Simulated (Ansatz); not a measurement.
# Hf2O: what the fields show

The calculation's input:

```
crystal:
  lattice:
    - [5.5992549822, 0.0, 0.0]
    - [-2.7996274911, 4.8490970569, 0.0]
    - [0.0, 0.0, 5.1556135855]
  atoms:
    - { symbol: Hf, position: [0.6662341818, 0.0, 0.7563107498] }
    - { symbol: Hf, position: [0.6662341818, 0.6662341818, 0.2436892502] }
    - { symbol: Hf, position: [0.0, 0.6662341818, 0.7563107498] }
    - { symbol: Hf, position: [0.3337658182, 0.0, 0.2436892502] }
    - { symbol: Hf, position: [0.3337658182, 0.3337658182, 0.7563107498] }
    - { symbol: Hf, position: [0.0, 0.3337658182, 0.2436892502] }
    - { symbol: O, position: [0.0, 0.0, 0.0] }
    - { symbol: O, position: [0.3333333333, 0.6666666667, 0.5] }
    - { symbol: O, position: [0.6666666667, 0.3333333333, 0.5] }
basis:
  ecutwfc: 420
kpoints:
  mp_grid: { grid: [6, 6, 6] }
  band_path:
    path:
      - [[0.0, 0.0, 0.0], [0.5, 0.0, 0.0], [0.33333333, 0.33333333, 0.0], [0.0, 0.0, 0.0], [0.0, 0.0, 0.5], [0.5, 0.0, 0.5], [0.33333333, 0.33333333, 0.5], [0.0, 0.0, 0.5]]
      - [[0.5, 0.0, 0.5], [0.5, 0.0, 0.0]]
      - [[0.33333333, 0.33333333, 0.5], [0.33333333, 0.33333333, 0.0], [0.33333333, 0.33333333, -0.5]]
    npoints: 14
hamiltonian:
  xc: pbe
scf:
  occupations: { method: gaussian, width: 0.1 }
  n_extra_bands: 22
output:
  forces: true
  stress: true
  eigenvalues: true
  populations: true
  dos: { projected: true, de: 0.02, nscf_kmesh: { grid: [8, 8, 8] } }
  bader: true
  write_density: true
  write_potential: true
  elf: true
  volumetric_format: npy
```

Command:

```sh
ansatz run input.yaml --threads 1 --pin off --max-ram 2560MiB --backend cpu --events-out ev --progress --plain --runs-dir out
```

Below, planes, directions and counts refer to the conventional cell (a = 5.60 Å, b = 5.60 Å, c = 5.16 Å, α = 90.00°, β = 90.00°, γ = 120.00°).

Space group P-31m; a generated structure, not necessarily the stable one.

Level of theory: DFT PBE, scalar-relativistic, plane waves, PAW in Ansatz.

In a PAW calculation such maps are meaningful between the atoms, not at the nuclei.

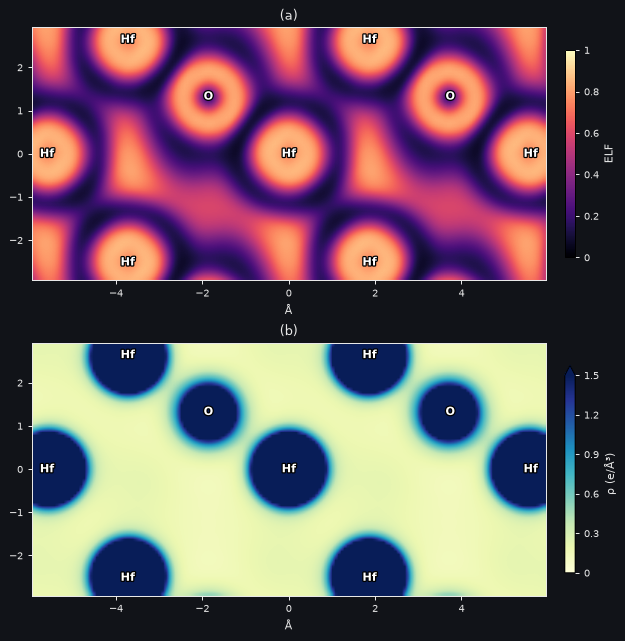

Figure 1. (a) ELF; (b) valence charge density (pseudo) on the (010) plane of the conventional cell.

> What do the fields say about this system?

Atoms in the plane: Hf and O.
Hf–Hf (3.13 Å): ρ at the midpoint is about 0.18 e/Å³; the ELF is about 0.15 at the midpoint; no localised pair shows between them.
Hf–Hf (3.24 Å): the density is about 0.17 e/Å³ at the midpoint; the ELF is about 0.20 at the midpoint: no shared electron pair shows on this line.
Between the atoms the lowest density in this plane is 0.13 e/Å³.
The ELF has a maximum of about 0.80 in the space between the atoms, 1.9 Å from four Hf and O atoms, on no atom or two-centre bond.
The features right at Hf lie inside the PAW spheres, where the map follows smoothed inner orbitals and isn't to be read closely.

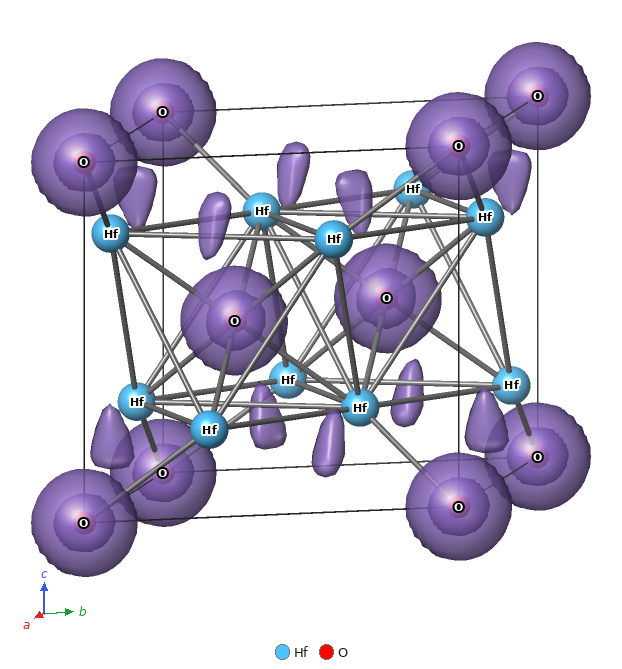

Figure 2. Isosurface of the ELF at 0.75 (purple), seen slightly off an axis. Only the valence region is drawn (cores and ρ < 0.01 e/Å³ removed). Sticks mark near contacts.

> Identify the bonds, lone pairs and shells in this picture.

The surface consists of three regions wrapped around O (the valence shell of each) and six pockets between the atoms, centred on no nucleus (multi-centre or interstitial), counted in one cell of 9 atoms. Any copies at cell faces, edges or corners count once. Profiles from the grid: Hf–O (2.25 Å): the ELF peaks at about 0.80 in the valence shell of O, 0.6 Å from its nucleus, and drops to about 0.10 between the two atoms; no shared electron pair shows on this line.

> Does the calculation give a band gap?

It is gapless in this calculation (a metal or semimetal).

> Which way does charge flow, and how much by Bader's partition?

Electrons move from Hf towards O. Bader charges: Hf +0.74 and O −1.48 e.
